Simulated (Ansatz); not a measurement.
Geometry relaxation of Al

- system: Al (2 atoms in the cell)
- method: DFT PBE, scalar-relativistic, plane waves, PAW, no spin polarisation (Ansatz 0.2.0)

The structure was made by a generator, so it may or may not be a known phase.

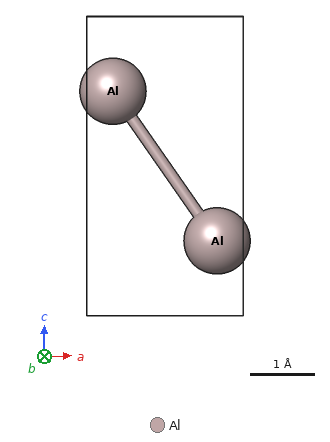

*The starting structure (ball-and-stick view of the reduced cell, along the b axis).*

Near neighbours in the crystal (not all of them lie inside the picture): Al has 12 Al at 2.85 to 2.88 Å.

The input
```yaml
crystal:
  lattice:
    - [2.8505100699, 0.0577879256, -0.0055392701]
    - [1.3753969126, 2.4971721346, -0.0126301549]
    - [0.008994805, 0.0199961712, 4.729142873]
  atoms:
    - { symbol: Al, position: [0.166667884, 0.1666677719, 0.249999643] }
    - { symbol: Al, position: [0.833332116, 0.8333322281, 0.750000357] }
basis:
  ecutwfc: 420
kpoints:
  mp_grid: { grid: [22, 22, 12] }
hamiltonian:
  xc: pbe
scf:
  occupations: { method: fermi_dirac, width: 0.15 }
output:
  forces: true
  stress: true
  eigenvalues: true
  write_density: true
  write_potential: true
  elf: true
  volumetric_format: npy
relax:
  adjacent_minimum: "off"
  f_tol: 0.001
  max_steps: 60
  cell: { stress_tol: 0.01 }
```

Launched with:
```bash
ansatz run input.yaml --threads 1 --pin off --max-ram 3072MiB --backend cpu --events-out ev --progress --plain --runs-dir out
```

What the program printed
```
Engine: ansatz 0.2.0, x86_64-unknown-linux-gnu
Pseudopotentials: kind: paw
Pseudopotential: Al, paw, valence charge 3, recommended cutoff 420 eV (normal), Al.paw.azcp
Functional definition: PBE
  parameter kappa = 0.804
  parameter beta = 0.06672455060314922
  exchange = pbe_x(kappa = kappa, mu = beta*pi^2/3)
  correlation = pbe_c(beta = beta)
Crystal: 2 atoms, lattice volume = 33.288 Å³
Basis set: ecut = 420 eV, 651 PW (Γ), exchange–correlation on 40×40×64 points (8 copies of the dense FFT grid, shifted against one another)
Bands: 7, of which v1, the nominal top of the filled ones, is band 3 counted from 1 (2 counted from 0)
Symmetry: 2 space group operations
Space group: P-1 (ITA 2), of the structure as read, at distance tolerance 3.2e-5 Å
k-points: 2908 of 5808
Non-local potential: Al, projectors of the file, l = 0: 2, l = 1: 2, l = 2: 1
PAW form: soft (Blöchl's): semilocal exchange-correlation on the pseudo side does not see the compensation charge
PAW one-centre angular grid: Al, 110 points (default); XC on 64 Gauss nodes
Initial density: superposition of atomic densities (neutral atoms: chi_scale 0, normalization atom), corrected by the library's trained network
Initial wavefunctions: pseudopotential atomic-orbital guess
Functional: x = pbe(κ = 0.804, μ = 0.2195149727645171), c = pbe(β = 0.06672455060314922)
SCF iter   1: F=—  HF=-1074.972819 eV  |F-HF|=—  |Δ(HF+E_count)|=         —  Δρ=1.81e-3  dr2=1.32e-3  ethr=1.77e-3  ⟨swp⟩=5.1  Hψ=160704  notcnv=0
preconditioner: auto → none  [metal: Δε(μ)=0.002 eV  Ē_g=8.926 eV  σ=0.150 eV  W_gap=0.00  n_scr=2 (ndim 8)  ℏωp=15.8 eV  f_vac=0.000  D(μ)=0.84/eV (n_scr^D=2)  sad-step TF]
SCF iter   2: F=—  HF=-1074.972683 eV  |F-HF|=—  |Δ(HF+E_count)|=   1.36e-4  Δρ=1.11e-3  dr2=5.10e-4  ethr=2.20e-5  ⟨swp⟩=1.0  Hψ=43814  notcnv=0
SCF iter   3: F=—  HF=-1074.972548 eV  |F-HF|=—  |Δ(HF+E_count)|=   1.35e-4  Δρ=3.76e-5  dr2=3.46e-7  ethr=8.50e-6  ⟨swp⟩=1.4  Hψ=23007  notcnv=0
SCF iter   4: F=—  HF=-1074.972571 eV  |F-HF|=—  |Δ(HF+E_count)|=   2.30e-5  Δρ=1.01e-5  dr2=2.54e-8  ethr=5.77e-9  ⟨swp⟩=2.1  Hψ=29953  notcnv=0
iter 5 did not close the SCF: its close was put off for the readings that it lacked (scf_convergence_deferred on its scf_iter line)
SCF iter   5: F=-1074.972571 eV  HF=-1074.972571 eV  |F-HF|=2.76e-9  |Δ(HF+E_count)|=   8.77e-9  Δρ=1.82e-6  dr2=3.57e-9  ethr=4.23e-10  ⟨swp⟩=2.0  Hψ=28472  notcnv=0
SCF iter   6: F=-1074.972571 eV  HF=-1074.972571 eV  |F-HF|=2.26e-9  |Δ(HF+E_count)|=  1.76e-10  Δρ=1.35e-6  dr2=2.73e-9  ethr=5.95e-11  ⟨swp⟩=4.2  Hψ=86362  notcnv=0
SCF 1 converged in 6 iterations: F = -1074.972571 eV  dr2 = 2.73e-9
  greatest PAW one-centre occupation: 0.453 electrons in one spin orbital (limit 2), on the Al atom at site 1 (counted from 0), in its partial waves of l = 0
relax step   1: F+E_penalty+E_count = -1074.97257143 eV  Δ(F+E_penalty+E_count) = +0.000e0 eV  max|allowed force component| = 6.668e-5 eV/Å  Δτ_max = 0.0000 Å  P = +0.080 GPa  Ω = 33.288 Å³  (6 SCF iters, dr2 threshold 1.00e-7 eV, accepted)
Crystal: 2 atoms, lattice volume = 33.327 Å³
Initial density: handed on by an earlier stage of this run
Initial wavefunctions: those handed on with the density
iter 1 solved again at ethr=1.14e-7 eV; its pass at ethr=3.10e-3 eV (dr2=6.86e-6 eV) is discarded
SCF iter   1: F=—  HF=-1074.972587 eV  |F-HF|=—  |Δ(HF+E_count)|=         —  Δρ=1.28e-4  dr2=6.85e-6  ethr=1.14e-7  ⟨swp⟩=2.1  Hψ=176141  notcnv=0
preconditioner: auto → none  [metal: Δε(μ)=0.017 eV  Ē_g=8.917 eV  σ=0.150 eV  W_gap=0.03  n_scr=2 (ndim 8)  ℏωp=15.8 eV  f_vac=0.000  D(μ)=0.84/eV (n_scr^D=2)]
SCF iter   2: F=—  HF=-1074.972610 eV  |F-HF|=—  |Δ(HF+E_count)|=   2.27e-5  Δρ=4.86e-5  dr2=9.67e-7  ethr=1.14e-7  ⟨swp⟩=1.0  Hψ=20356  notcnv=0
SCF iter   3: F=-1074.972610 eV  HF=-1074.972610 eV  |F-HF|=1.17e-8  |Δ(HF+E_count)|=   3.72e-7  Δρ=3.90e-6  dr2=1.44e-8  ethr=1.18e-9  ⟨swp⟩=5.5  Hψ=96190  notcnv=0
SCF 2 converged in 3 iterations: F = -1074.972610 eV  dr2 = 1.44e-8
relax step   2: F+E_penalty+E_count = -1074.97260978 eV  Δ(F+E_penalty+E_count) = -3.836e-5 eV  max|allowed force component| = 3.536e-5 eV/Å  Δτ_max = 0.0000 Å  P = -0.013 GPa  Ω = 33.327 Å³  energy of the carried Pulay correction = -1.804e-5 eV  (3 SCF iters, dr2 threshold 7.11e-8 eV, accepted)
Crystal: 2 atoms, lattice volume = 33.315 Å³
iter 1 solved again at ethr=5.94e-8 eV; its pass at ethr=3.10e-3 eV (dr2=3.56e-6 eV) is discarded
SCF iter   1: F=—  HF=-1074.972597 eV  |F-HF|=—  |Δ(HF+E_count)|=         —  Δρ=9.09e-5  dr2=3.54e-6  ethr=5.94e-8  ⟨swp⟩=1.9  Hψ=173031  notcnv=0
preconditioner: auto → none  [metal: Δε(μ)=0.022 eV  Ē_g=8.917 eV  σ=0.150 eV  W_gap=0.04  n_scr=2 (ndim 8)  ℏωp=15.8 eV  f_vac=0.000  D(μ)=0.84/eV (n_scr^D=2)]
SCF iter   2: F=—  HF=-1074.972623 eV  |F-HF|=—  |Δ(HF+E_count)|=   2.58e-5  Δρ=3.36e-5  dr2=4.77e-7  ethr=5.90e-8  ⟨swp⟩=1.0  Hψ=20529  notcnv=0
SCF iter   3: F=—  HF=-1074.972622 eV  |F-HF|=—  |Δ(HF+E_count)|=   1.36e-7  Δρ=4.47e-6  dr2=2.84e-8  ethr=7.95e-9  ⟨swp⟩=1.6  Hψ=25690  notcnv=0
SCF iter   4: F=-1074.972622 eV  HF=-1074.972622 eV  |F-HF|=3.57e-11  |Δ(HF+E_count)|=   7.94e-9  Δρ=1.36e-6  dr2=4.34e-10  ethr=2.56e-10  ⟨swp⟩=6.1  Hψ=77334  notcnv=0
SCF 3 converged in 4 iterations: F = -1074.972622 eV  dr2 = 4.34e-10
relax step   3: F+E_penalty+E_count = -1074.97262238 eV  Δ(F+E_penalty+E_count) = -1.260e-5 eV  max|allowed force component| = 1.690e-4 eV/Å  Δτ_max = 0.0000 Å  P = +0.011 GPa  Ω = 33.315 Å³  energy of the carried Pulay correction = -1.427e-5 eV  (4 SCF iters, dr2 threshold 1.54e-8 eV, accepted)
Crystal: 2 atoms, lattice volume = 33.320 Å³
iter 1 solved again at ethr=3.68e-10 eV; its pass at ethr=3.10e-3 eV (dr2=2.21e-8 eV) is discarded
SCF iter   1: F=—  HF=-1074.972594 eV  |F-HF|=—  |Δ(HF+E_count)|=         —  Δρ=6.94e-6  dr2=2.24e-8  ethr=3.68e-10  ⟨swp⟩=2.3  Hψ=177266  notcnv=0
preconditioner: auto → none  [metal: Δε(μ)=0.023 eV  Ē_g=8.917 eV  σ=0.150 eV  W_gap=0.04  n_scr=2 (ndim 8)  ℏωp=15.8 eV  f_vac=0.000  D(μ)=0.84/eV (n_scr^D=2)]
SCF iter   2: F=—  HF=-1074.972621 eV  |F-HF|=—  |Δ(HF+E_count)|=   2.66e-5  Δρ=4.43e-6  dr2=8.57e-9  ethr=3.68e-10  ⟨swp⟩=2.0  Hψ=30914  notcnv=0
SCF iter   3: F=—  HF=-1074.972621 eV  |F-HF|=—  |Δ(HF+E_count)|=   2.81e-9  Δρ=1.28e-6  dr2=1.26e-9  ethr=1.43e-10  ⟨swp⟩=1.7  Hψ=24986  notcnv=0
SCF iter   4: F=-1074.972621 eV  HF=-1074.972621 eV  |F-HF|=9.80e-11  |Δ(HF+E_count)|=  3.70e-10  Δρ=5.86e-7  dr2=1.88e-10  ethr=1.31e-11  ⟨swp⟩=5.7  Hψ=72180  notcnv=0
SCF 4 converged in 4 iterations: F = -1074.972621 eV  dr2 = 1.88e-10
relax step   4: F+E_penalty+E_count = -1074.97262075 eV  Δ(F+E_penalty+E_count) = +1.636e-6 eV  max|allowed force component| = 1.048e-5 eV/Å  Δτ_max = 0.0000 Å  P = +0.000 GPa  Ω = 33.320 Å³  energy of the carried Pulay correction = -1.618e-5 eV  (4 SCF iters, dr2 threshold 7.84e-10 eV, accepted)
Initial wavefunctions: pseudopotential atomic-orbital guess (no wavefunctions were taken with the density)
iter 1 solved again at ethr=2.74e-9 eV; its pass at ethr=3.10e-3 eV (dr2=1.65e-7 eV) is discarded
SCF iter   1: F=—  HF=-1074.972610 eV  |F-HF|=—  |Δ(HF+E_count)|=         —  Δρ=4.81e-6  dr2=4.11e-9  ethr=2.74e-9  ⟨swp⟩=3.2  Hψ=226587  notcnv=0
SCF iter   2: F=—  HF=-1074.972636 eV  |F-HF|=—  |Δ(HF+E_count)|=   2.66e-5  Δρ=1.94e-6  dr2=6.81e-10  ethr=6.85e-11  ⟨swp⟩=2.7  Hψ=36372  notcnv=0
SCF iter   3: F=—  HF=-1074.972636 eV  |F-HF|=—  |Δ(HF+E_count)|=  2.58e-10  Δρ=1.28e-6  dr2=2.27e-10  ethr=1.14e-11  ⟨swp⟩=1.0  Hψ=20356  notcnv=0
SCF iter   4: F=—  HF=-1074.972636 eV  |F-HF|=—  |Δ(HF+E_count)|=  3.55e-10  Δρ=2.11e-7  dr2=4.50e-11  ethr=3.78e-12  ⟨swp⟩=1.9  Hψ=28206  notcnv=0
SCF iter   5: F=—  HF=-1074.972636 eV  |F-HF|=—  |Δ(HF+E_count)|=  5.00e-12  Δρ=1.47e-7  dr2=7.51e-12  ethr=7.50e-13 (applied; sched 1.00e-12)  ⟨swp⟩=2.0  Hψ=25254  notcnv=0
SCF iter   6: F=-1074.972636 eV  HF=-1074.972636 eV  |F-HF|=0.00e0  |Δ(HF+E_count)|=  6.82e-13  Δρ=4.99e-8  dr2=7.37e-13  ethr=1.00e-12  ⟨swp⟩=3.1  Hψ=69746  notcnv=0
SCF 5 converged in 6 iterations: F = -1074.972636 eV  dr2 = 7.37e-13
relax step   5: F+E_penalty+E_count = -1074.97263634 eV  Δ(F+E_penalty+E_count) = -1.560e-5 eV  max|allowed force component| = 2.948e-6 eV/Å  Δτ_max = 0.0000 Å  P = +0.001 GPa  Ω = 33.320 Å³  stress off target by 2.10e-3 GPa  SCF on the basis re-selected at this cell (its energy is not comparable with the rows above)  (6 SCF iters)
```

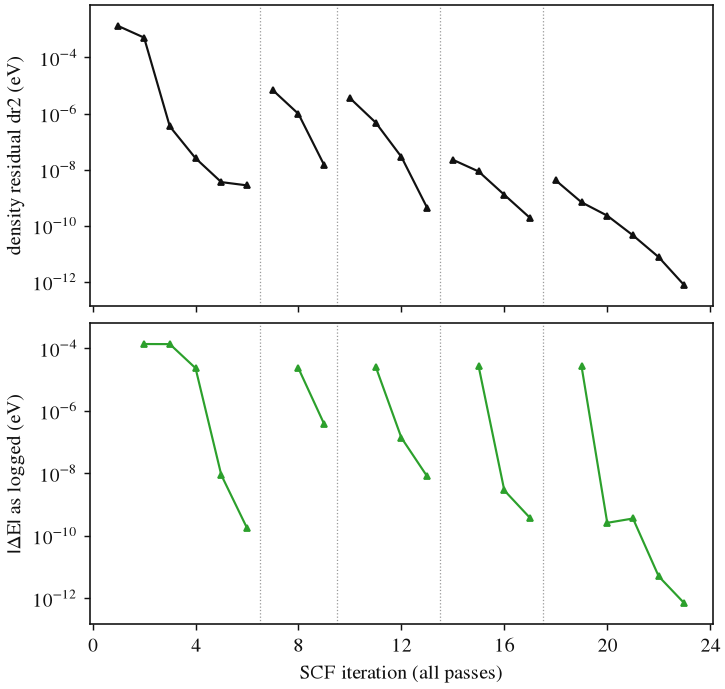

*Convergence of the self-consistent field: density residual dr2 and size of the energy change against the SCF iteration. The dotted lines part the SCF passes of the relaxation: geometry steps, rejected trials and re-solves on a re-selected basis.*

The 5 passes take 3 to 6 iterations each, 23 in all.

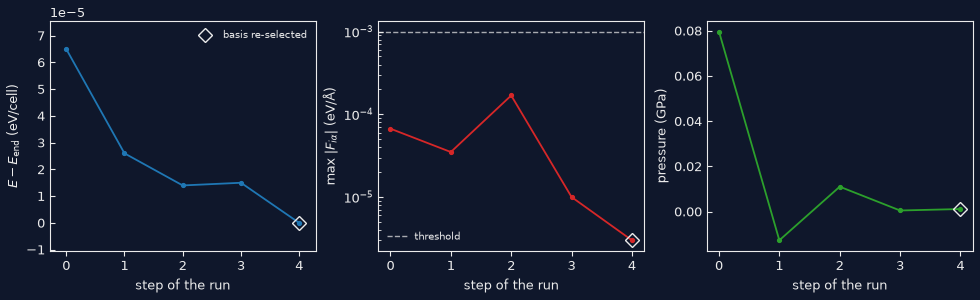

*Progress of the relaxation, step by step (the first geometry is step 0 here and step 1 in the log).*

The energy falls by next to nothing (0.0 meV per cell of the calculation) in 3 geometry steps. Pressure: 0.08 GPa at the start and 0.00 GPa at the end. The atoms keep their places relative to the cell (all moves are under 0.005 Å). Cell: a = b 2.851 → 2.855 Å (+0.1 %), c 4.729 → 4.720 Å (−0.2 %). Volume +0.1 %. Among the contacts that change: Al1–Al1 2.851 → 2.855 Å. The space group stays P6_3/mmc (No. 194). A last SCF at the same geometry on a re-selected plane-wave basis shifts the energy by next to nothing (0.0 meV per cell of the calculation). (Atoms are counted from 1 in the order of the input.)

```
basis re-selected at this cell: Δ(F+E_penalty+E_count) = -1.560e-5 eV, ΔP = +0.001 GPa vs the last step (what re-selecting the basis moved, of the pressure what is left beyond the Pulay correction that the steps carried, after the strain that the cell walked since its last selection, with what the two solves' SCF thresholds leave and, on support functions, any second-order correction that the steps lacked; it is no measure of the basis error at this ecutwfc). This SCF's stress stands 2.10e-3 GPa from its target on what of the cell is left free (relax.cell.stress_tol is 1.00e-2 GPa) and its largest allowed force component is 2.95e-6 eV/Å (relax.f_tol is 1.00e-3 eV/Å): within both
SCF converged after 6 iterations
Free energy (F): -1074.972636 eV
Harris-Foulkes:  -1074.972636 eV  (|F-HF|=0.00e0)
Internal energy: -1074.910682 eV  (E = F + TS)
E sigma→0 (E₀):  -1074.941659 eV
Entropy (-TS):   -0.061955 eV (-30.977 meV/atom)
Fermi energy:    7.833496 eV
--- Per-component energies (eV) ---
  E_band       = 20.772205
  E_kinetic    = 45.210153
  E_local      = 19.469277  (includes V_loc(G=0)·N_el)
  E_nonlocal   = 20.743020
  E_hartree    = 0.190176
  E_xc         = -79.340746
  E_vxc        = -57.739988  (∫ρ·V_xc dr)
  E_paw        = -934.632780  (= ΣΔE_a)
  E_vpaw       = -7.290604  (= ΣTr[D̂ρ^β])
  E_aug_tail   = -0.000004  (compensation charges beyond the density's cutoff)
  E_ewald      = -146.549777
  E_smearing   = -0.061955  (= −TS)
  E_closure    = 0.000000  (closes the sum)
  Σ components = -1074.972636   (vs F -1074.972636, Δ=0.00e0)
--- Forces (eV/Å), atoms counted from 1 ---
  atom   1  Al    -0.00000029     0.00000295     0.00000227
  atom   2  Al     0.00000029    -0.00000295    -0.00000227
  max |Σ_I F_I| component: 0.00e0 eV/Å
--- Stress (GPa, compression-positive) ---
        0.001609      -0.000094      -0.000151
       -0.000094       0.001861      -0.000707
       -0.000151      -0.000707      -0.000059
  P = ⅓ Tr σ = 0.0011 GPa (0.011 kbar)
--- Band table (eV; the first three rows and the last of 2908) ---
  k-point 0: bands = ["-3.2199", "3.2328", "3.3217", "18.5173", "18.5174", "18.8725", "18.8726"]
  k-point 1: bands = ["-3.1738", "2.2568", "4.3791", "18.5528", "18.5530", "18.8601", "18.9116"]
  k-point 2: bands = ["-3.0356", "1.3206", "5.5592", "17.3843", "18.6591", "18.6593", "19.0279"]
  k-point 2907: bands = ["3.9712", "3.9716", "4.6594", "4.6601", "14.9565", "14.9565", "15.3573"]
--- Relaxed structure (4 steps of the walk, 4 accepted, 1 SCFs on fresh bases) ---
  F+E_penalty+E_count = -1074.97263634 eV   max|allowed force component| = 2.948e-6 eV/Å   (the final SCF, on the basis selected at the relaxed cell)
  cell:  # Å, volume = 33.3199 Å³
    - [2.8543609382269115, 0.05775498935821992, -0.005586186422717106]
    - [1.3771524708095781, 2.5007979525299637, -0.012820189219016991]
    - [0.008918410741039294, 0.019669193690818182, 4.720339696175229]
  atoms:
    - { symbol: Al, position: [0.16666701672926407, 0.16666587655957107, 0.24999994890936555] }
    - { symbol: Al, position: [0.8333329832707363, 0.8333341234404287, 0.7500000510906345] }
```

Trajectory as extended XYZ (Å, eV, eV/Å), 5 frames, from step=1 to step=5
```
2
Lattice="2.8505 0.0578 -0.0055 1.3754 2.4972 -0.0126 0.0090 0.0200 4.7291" Properties=species:S:1:pos:R:3:forces:R:3 step=1 energy=-1074.97257 pressure_GPa=0.08
Al    0.7066    0.4308    1.1793    0.0000   0.0000   0.0001
Al    3.5283    2.1441    3.5317    0.0000   0.0000  -0.0001
2
Lattice="2.8534 0.0578 -0.0056 1.3768 2.4998 -0.0127 0.0090 0.0199 4.7248" Properties=species:S:1:pos:R:3:forces:R:3 step=2 energy=-1074.97261 pressure_GPa=-0.01
Al    0.7073    0.4313    1.1782    0.0000   0.0000   0.0000
Al    3.5319    2.1463    3.5284    0.0000   0.0000   0.0000
2
Lattice="2.8544 0.0578 -0.0056 1.3772 2.5008 -0.0128 0.0089 0.0197 4.7197" Properties=species:S:1:pos:R:3:forces:R:3 step=3 energy=-1074.97262 pressure_GPa=0.01
Al    0.7075    0.4314    1.1769    0.0000   0.0000  -0.0002
Al    3.5330    2.1469    3.5245    0.0000   0.0000   0.0002
2
Lattice="2.8544 0.0578 -0.0056 1.3772 2.5008 -0.0128 0.0089 0.0197 4.7203" Properties=species:S:1:pos:R:3:forces:R:3 step=4 energy=-1074.97262 pressure_GPa=0.00
Al    0.7075    0.4313    1.1770    0.0000   0.0000   0.0000
Al    3.5330    2.1469    3.5249    0.0000   0.0000   0.0000
2
Lattice="2.8544 0.0578 -0.0056 1.3772 2.5008 -0.0128 0.0089 0.0197 4.7203" Properties=species:S:1:pos:R:3:forces:R:3 step=5 energy=-1074.97264 pressure_GPa=0.00
Al    0.7075    0.4313    1.1770    0.0000   0.0000   0.0000
Al    3.5330    2.1469    3.5249    0.0000   0.0000   0.0000
```

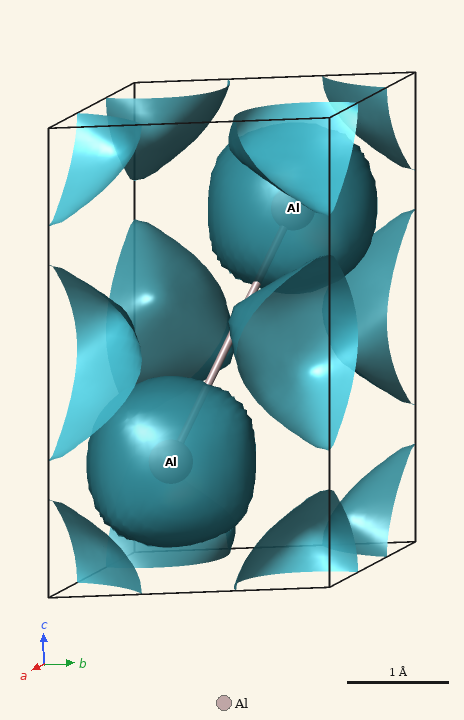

*Isosurface of the electron localisation function at 0.5 (cyan), seen slightly off an axis. Core shells and regions of very low density are left out. Sticks mark near contacts. The outline is the cell set on symmetry axes.*

The ELF exceeds this value in one network that runs through the whole crystal, counted in one cell of 2 atoms.  Values along the shortest contacts: Al–Al (2.85 Å): the ELF peaks at about 0.65 between the atoms. The fields are those of the smooth PAW valence density.

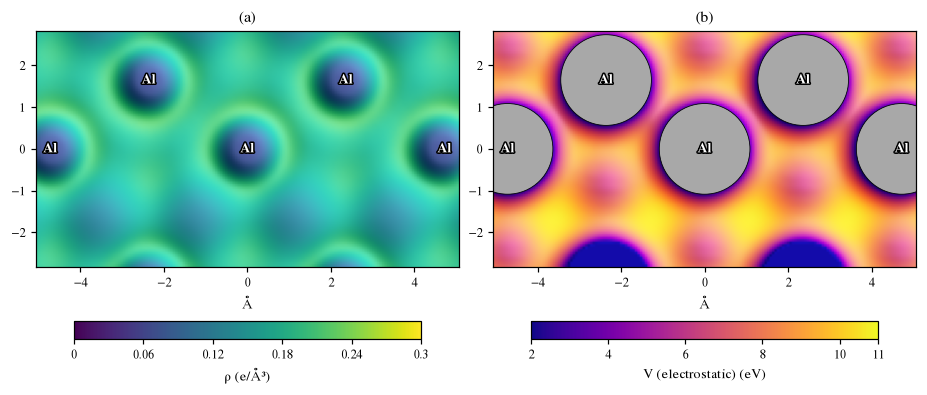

*(a) valence pseudo-density; (b) electrostatic potential energy of an electron on the (110) plane of the conventional cell. Grey discs, where drawn, cover atomic cores.*

Al–Al (2.88 Å): ρ is about 0.2 e/Å³ halfway. Away from the nuclei the density in this plane falls to 0.12 e/Å³ at its lowest. Outside the cores the potential energy rises away from the atoms and is highest about 2.0 Å from the nearest atoms; outside the discs it spans about 8 eV, and its zero is arbitrary.

Results in brief

| quantity | value |
| --- | --- |
| outcome | converged |
| space group (tolerance 0.01 Å) | P6₃/mmc (194) |
| electrons treated | 6 |
| free energy | −1074.9726 eV |
| Fermi energy | 7.833 eV |
| gap on the k-point mesh | none (metallic) |
| pressure | 0.00 GPa |
| final volume | 33.32 Å³ |
| largest force (length of the vector) at the end | under 0.001 eV/Å |
| final cell | a = 2.855 Å, b = 2.855 Å, c = 4.720 Å, α = 90.00°, β = 90.00°, γ = 60.00° |
| hardware | 1 thread of Intel Xeon (Granite Rapids), 128 GiB of memory available, shared host |
| wall time | 1.8 min |
| peak memory | 1.2 GiB |
